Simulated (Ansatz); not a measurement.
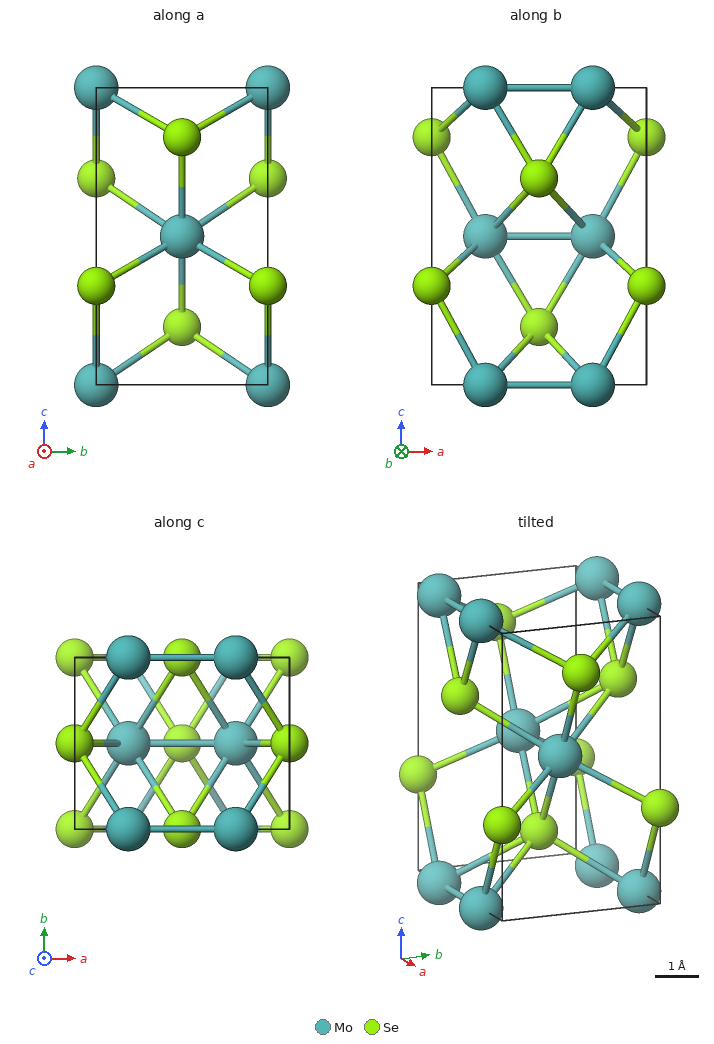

This ball-and-stick model is shown along the a axis, along the b axis, along the c axis and slightly off an axis. The wireframe shows the conventional unit cell.

Lattice parameters: a = 5.099 Å, b = 4.073 Å, c = 7.055 Å, α = 90.00°, β = 90.00°, γ = 90.00°. Put a along x and b in the xy plane.

Express the structure as a POSCAR file, with free fractional coordinates to two decimals.

```
Mo Se
1.0
     5.099    0.000    0.000
     0.000    4.073    0.000
     0.000    0.000    7.055
Mo Se
4 4
Direct
  0.75 0.00 0.00
  0.25 0.00 0.00
  0.75 0.50 0.50
  0.25 0.50 0.50
  0.00 0.00 0.3333
  0.50 0.50 0.20
  0.00 0.50 0.8333
  0.50 0.00 0.70
```

The structure was taken from a structure type filled with these elements by a generator (whether the compound takes this form wasn't checked). The cell was then strained or its atoms displaced on purpose. Ansatz was used for an electronic-structure calculation on it.

At this level of theory the run's own cell isn't at rest (forces up to 2.3 eV/Å), so its distances can differ from those at equilibrium, the more so the softer the solid.
